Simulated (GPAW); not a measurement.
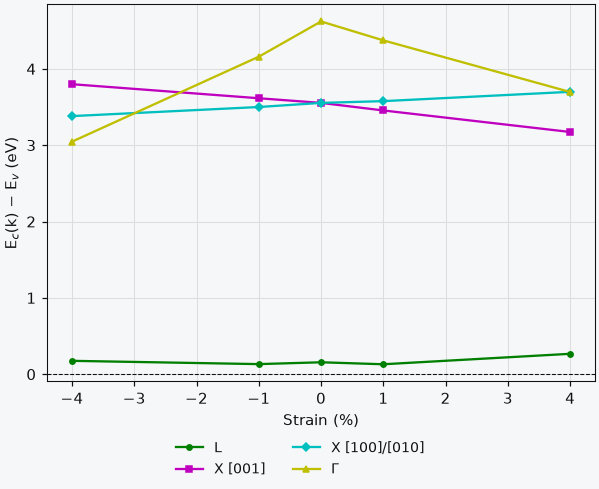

Lowest conduction level at each named k point, counted from the valence-band top at L.

System: rocksalt PbSe, space group Fm-3m (No. 225), 2 atoms in the primitive cell; unstrained, cubic a = 6.121 Å. The cell is strained along x and y by the value listed, with the other lengths changed so as to keep the volume. The atoms keep their fractional positions. Points keep the names of the unstrained cell; those that the strain makes unlike carry their directions on the cubic axes x, y, z. GPAW 26.7.0; PBEsol, PAW data sets generated in the run's folder for this functional, no spin polarisation, no spin-orbit coupling, 8×8×8 k mesh, 600 eV cutoff.

How does the strain split the X points of the conduction band?

Answer. Unstrained, the X points are equivalent. At −4 % the lowest conduction level is 3.38 eV at X [100]/[010] and 3.80 eV at X [001] above the valence top, a splitting of 0.42 eV, or 105 meV for each 1 % of strain on average.

Which of these conduction levels is lowest, and does that change?

Answer. The lowest is the one at L, over the whole range, so among these points the gap stays direct.

The values:
```
strain  L (eV)  X [001] (eV)  X [100]/[010] (eV)  Γ (eV)
  −4 %    0.17          3.80                3.38    3.05
  −1 %    0.13          3.61                3.50    4.16
   0 %    0.16          3.55                3.55    4.62
  +1 %    0.13          3.46                3.58    4.37
  +4 %    0.27          3.17                3.70    3.70
```

Spin-orbit coupling is left out, which matters for Pb and Se and can close so small a gap. Measurements of this composition are mostly on another form, of space group No. 225.
